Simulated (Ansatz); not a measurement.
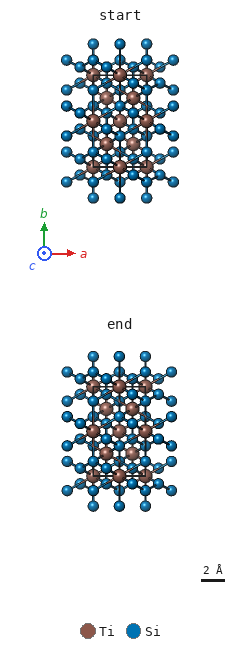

The structure of solid TiSi2 (set up in Fddd) before (top) and after (bottom) a relaxation, at one scale.

The picture is a ball-and-stick view of the conventional cell (4 times the calculation's cell), seen along the c axis. Lengths and directions refer to the drawn axes.

The run lets cell and atoms move.

Computed with Kohn-Sham DFT of a periodic cell, LDA, Ansatz PAW (Ansatz).

The input:
```yaml
crystal:
  lattice:
    - [0.0, 4.1175163063, 4.2628978354]
    - [2.3895119538, 0.0, 4.2628978354]
    - [2.3895119538, 4.1175163063, 0.0]
  atoms:
    - { symbol: Ti, position: [0.75, 0.75, 0.75] }
    - { symbol: Ti, position: [0.5, 0.5, 0.5] }
    - { symbol: Si, position: [0.41256561, 0.08743439, 0.41256561] }
    - { symbol: Si, position: [0.08743439, 0.41256561, 0.08743439] }
    - { symbol: Si, position: [0.16256561, 0.83743439, 0.16256561] }
    - { symbol: Si, position: [0.83743439, 0.16256561, 0.83743439] }
hamiltonian:
  xc: lda
  pseudopotentials: { kind: paw }
kpoints:
  mp_grid: { grid: [5, 5, 5] }
scf:
  occupations: { method: fermi_dirac, width: 0.05 }
output:
  forces: true
  stress: true
  eigenvalues: true
relax:
  f_tol: 0.01
  max_steps: 40
  cell: { stress_tol: 0.05, p_target: 5.0 }
```

Run as
```bash
ansatz run input.yaml --threads 2 --pin off --max-ram 5632MiB --backend cpu --events-out ev --progress --plain --runs-dir out
```

> Summarise the run.

The energy falls by 2.5 meV per atom in 4 accepted moves (5 points after the start). With the target pressure of 5 GPa, the enthalpy E + pV changes by −30.2 meV per atom. The largest force component goes from 0.011 to 0.0015 eV/Å. The pressure goes from −5.11 to 4.97 GPa. The SCF was repeated once at an unchanged geometry on a basis and grid sized afresh for the cell, which shifted the energy by 0.2 meV per atom at most. The largest moves relative to the cell, 0.005 Å, are those of Si atoms. Ti stays in place. The drawn cell changes as follows: a 4.779 → 4.666 Å (−2.4 %), b 8.235 → 8.010 Å (−2.7 %), c 8.526 → 8.407 Å (−1.4 %); the volume changes by −6.3 %. Some distances before and after: Si–Ti 2.779 → 2.698 Å, Ti–Ti 3.195 → 3.129 Å, Si–Ti 2.739 → 2.674 Å, Si–Ti 2.547 → 2.502 Å. The space group stays Fddd (No. 70).
